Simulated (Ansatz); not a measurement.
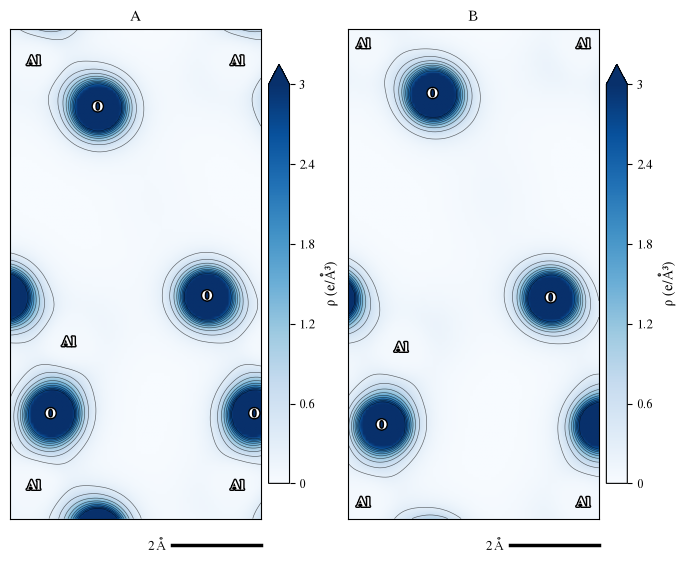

Al₂O₃. The valence charge density (pseudo) of two cells that differ in size and shape, on the (001) plane of each (indices in the axes of the calculation cell), at one length scale and on one colour scale: B has 14.6 Å³ an atom and A 14.1.

Space group Pnnm; a structure from a database of computed crystals, not necessarily the ambient phase.

Level of theory: DFT LDA, scalar-relativistic, plane waves, PAW (Ansatz 0.2.0).

Core electrons are frozen (PAW), and the valence fields are smoothed inside the atomic spheres.

The larger cell:

```yaml
crystal:
  lattice:
    - [4.95999, 0.00000, 0.00000]
    - [0.00000, 10.33897, 0.00000]
    - [0.00000, 0.00000, 2.85560]
  atoms:
    - { symbol: Al, position: [0.41388, 0.33100, 0.50000] }
    - { symbol: Al, position: [0.58612, 0.66900, 0.50000] }
    - { symbol: Al, position: [0.91388, 0.16900, 0.00000] }
    - { symbol: Al, position: [0.08612, 0.83100, 0.00000] }
    - { symbol: O, position: [0.73156, 0.22269, 0.50000] }
    - { symbol: O, position: [0.00000, 0.00000, 0.00000] }
    - { symbol: O, position: [0.76844, 0.72269, 0.00000] }
    - { symbol: O, position: [0.23156, 0.27731, 0.00000] }
    - { symbol: O, position: [0.26844, 0.77731, 0.50000] }
    - { symbol: O, position: [0.50000, 0.50000, 0.50000] }
```

The smaller cell: a = 4.593 Å, b = 9.573 Å, c = 3.213 Å, α = 90.00°, β = 90.00°, γ = 90.00°.

Q: What does the compression do to the bonding and the properties?

A: From the larger cell to the smaller, Al–O goes from 1.80 to 1.67 Å, and the density at its midpoint from 0.72 to 0.93 e/Å³; the pressure goes from −13 to −9 GPa; the Kohn–Sham gap goes from 1.9 eV to 3.4 eV.
